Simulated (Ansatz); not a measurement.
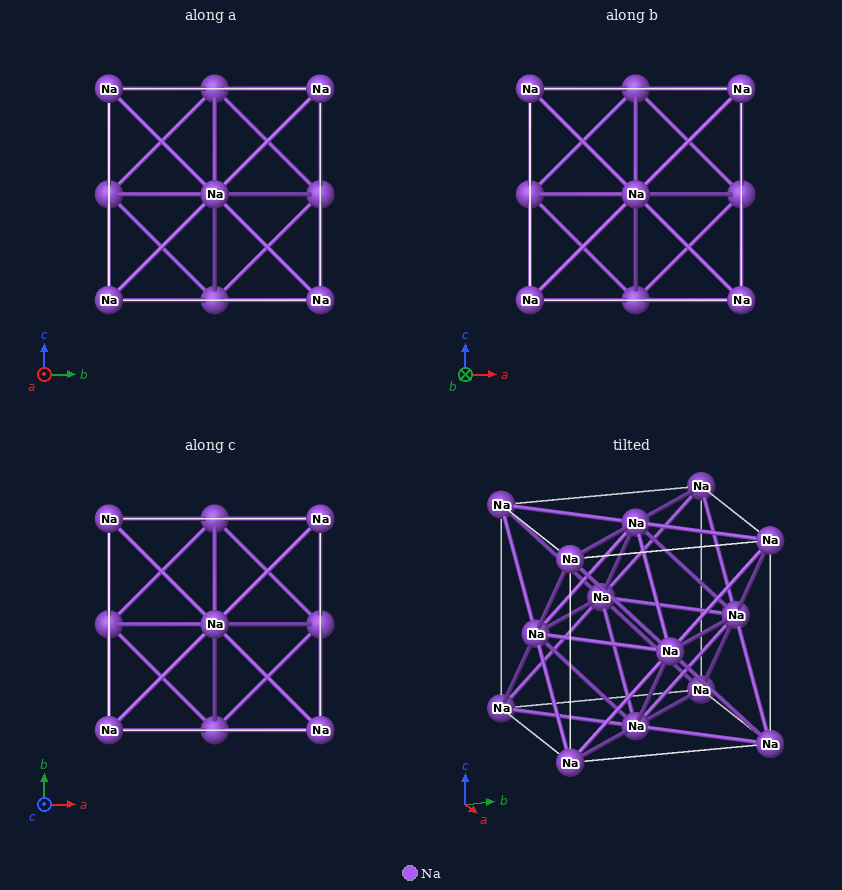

View along the a axis, along the b axis, along the c axis and slightly off an axis, drawn as a ball-and-stick model. Thin lines show the conventional unit cell, with boundary atoms drawn in all their periodic places.

Lattice parameters: a = 5.3634 Å, b = 5.3634 Å, c = 5.3634 Å, α = 90.000°, β = 90.000°, γ = 90.000°.

### Give the structure in the form of a CIF in P1 with every atom of the cell.

```cif
data_structure
_symmetry_space_group_name_H-M 'P 1'
_symmetry_Int_Tables_number 1
_cell_length_a 5.3634
_cell_length_b 5.3634
_cell_length_c 5.3634
_cell_angle_alpha 90.000
_cell_angle_beta 90.000
_cell_angle_gamma 90.000
_cell_volume 154.28
loop_
_atom_site_label
_atom_site_type_symbol
_atom_site_fract_x
_atom_site_fract_y
_atom_site_fract_z
_atom_site_occupancy
Na1 Na 0.0000 0.0000 0.0000 1
Na2 Na 0.0000 0.5000 0.5000 1
Na3 Na 0.5000 0.0000 0.5000 1
Na4 Na 0.5000 0.5000 0.0000 1
```

The model was built from a structure type filled with this element by a generator (whether the element takes this form wasn't checked). Earlier steps of the study may have refined or changed the cell and positions. It went into a calculation with Ansatz.
